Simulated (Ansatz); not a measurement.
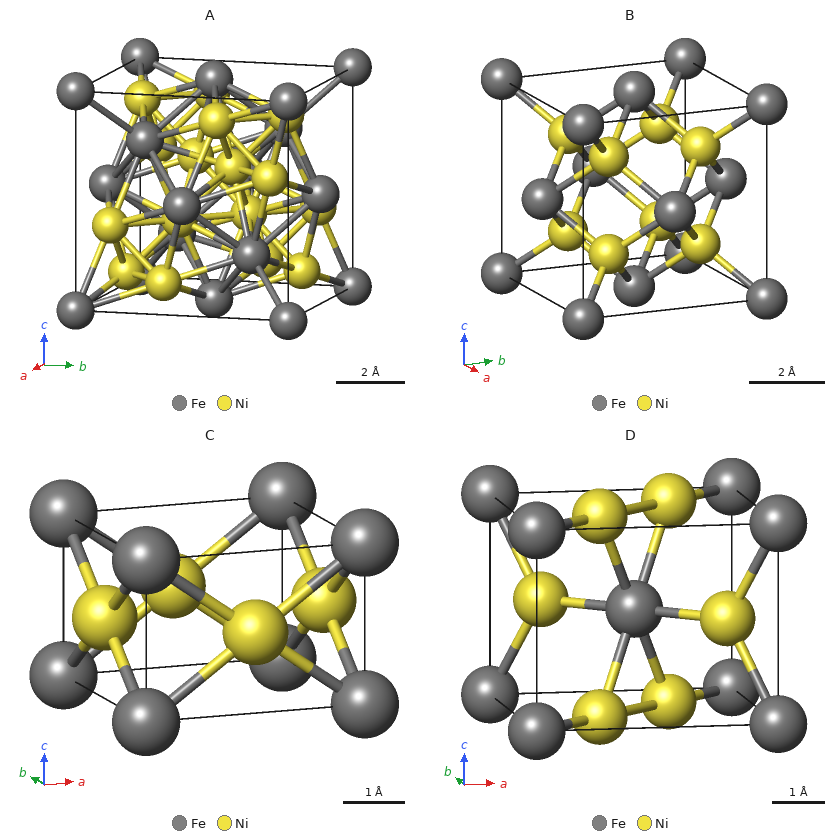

Four structures of FeNi$_{2}$, each relaxed to rest (conventional cells in solid outline, small ones repeated, each panel with its own scale). Method: Ansatz 0.2.0, DFT PBE, scalar-relativistic, plane waves, PAW, with collinear spins.

> Give the type and space group of each panel.

A: cubic Laves phase (C15, MgCu₂ type), Fd-3m; B: fluorite (CaF₂ type), Fm-3m; C: 3 atoms a cell on a primitive tetragonal lattice, P4/mmm; D: 6 atoms a cell on a primitive tetragonal lattice, P4_2/mnm.

> Rank them by energy, lowest first.

A, then B (+270 meV/atom), C (+333 meV/atom) and D (+877 meV/atom), energies at zero smearing.

> Collect the results in a table.

| panel | structure | E − E(lowest) (meV/atom) | volume (Å³/atom) | gap (eV) |
| --- | --- | --- | --- | --- |
| A | Fd-3m | 0 | 11.7 | metal |
| B | Fm-3m | 270 | 13.2 | metal |
| C | P4/mmm | 333 | 13.5 | metal |
| D | P4_2/mnm | 877 | 15.2 | metal |

Some of these may be structure types tried for this composition rather than known phases, and the most stable form need not be among them. Gaps are taken on the k-mesh or band path of each run.
